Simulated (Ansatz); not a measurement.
Here is a crystal structure:

```
Sc Al N
1.0
     4.39348    0.00000    0.00000
     0.00000    4.39348    0.00000
     0.00000    0.00000    8.39330
Sc Al N
4 4 8
Direct
  0.00000 0.50000 0.25000
  0.00000 0.00000 0.00000
  0.50000 0.00000 0.75000
  0.50000 0.50000 0.50000
  0.50000 0.00000 0.25000
  0.50000 0.50000 0.00000
  0.00000 0.50000 0.75000
  0.00000 0.00000 0.50000
  0.50000 0.00000 0.48787
  0.00000 0.00000 0.26213
  0.50000 0.00000 0.01213
  0.50000 0.50000 0.23787
  0.00000 0.50000 0.98787
  0.50000 0.50000 0.76213
  0.00000 0.50000 0.51213
  0.00000 0.00000 0.73787
```

> Characterise the structure given above.

The solid is ScAlN₂. Space group I4_1/amd (No. 141), lattice body-centred tetragonal. Counting shared atoms by their share gives 4 Sc, 4 Al, 8 N, or 16 atoms. Sc is coordinated by six N in an octahedral arrangement at 2.20 Å. The neighbours of Al are six N in a distorted octahedral arrangement at 2.00 to 2.20 Å. Around each N lie three Al and three Sc in a distorted octahedral arrangement (2.00 to 2.20 Å to Al, 2.20 Å to Sc). The bonds build a three-dimensional framework.

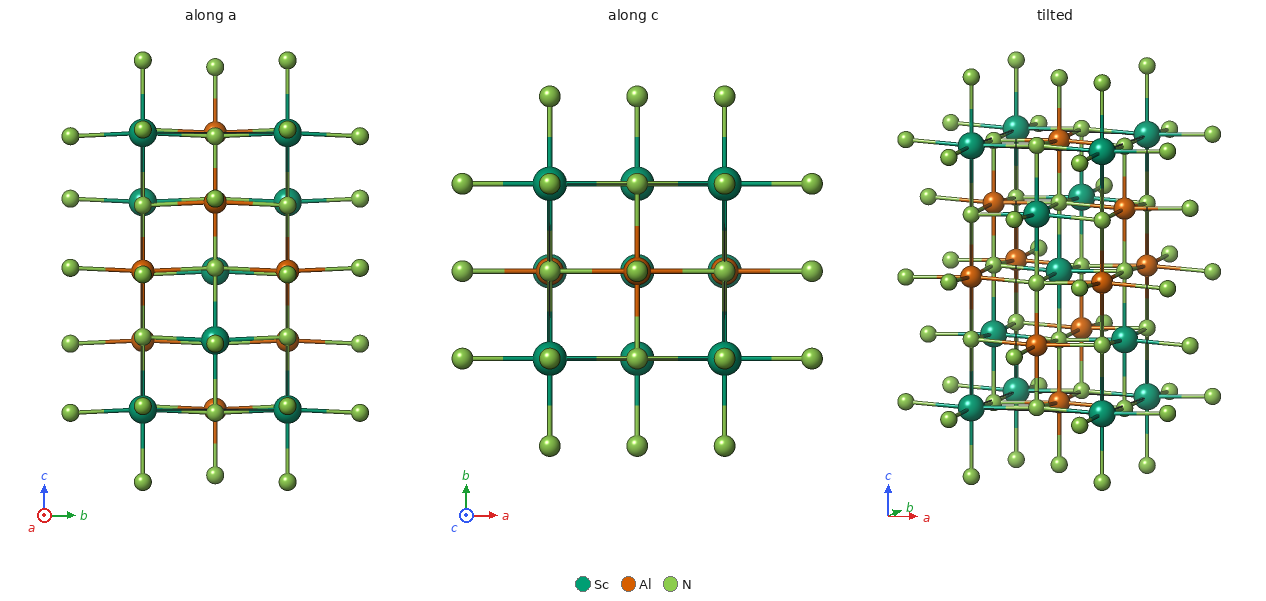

Ball-and-stick drawing of the structure, looking along the a axis, along the c axis and slightly off an axis. The parallelepiped is the conventional unit cell. A few atoms beyond the faces are included. Colours: scandium teal, aluminium orange, nitrogen green.

Origin of the cell: a structure listed in the Materials Project. Earlier steps of the study, as a rule a relaxation of our own, may have changed the cell and positions, so they can lie some per cent off the listed ones. Ansatz was used for an electronic-structure calculation on it.
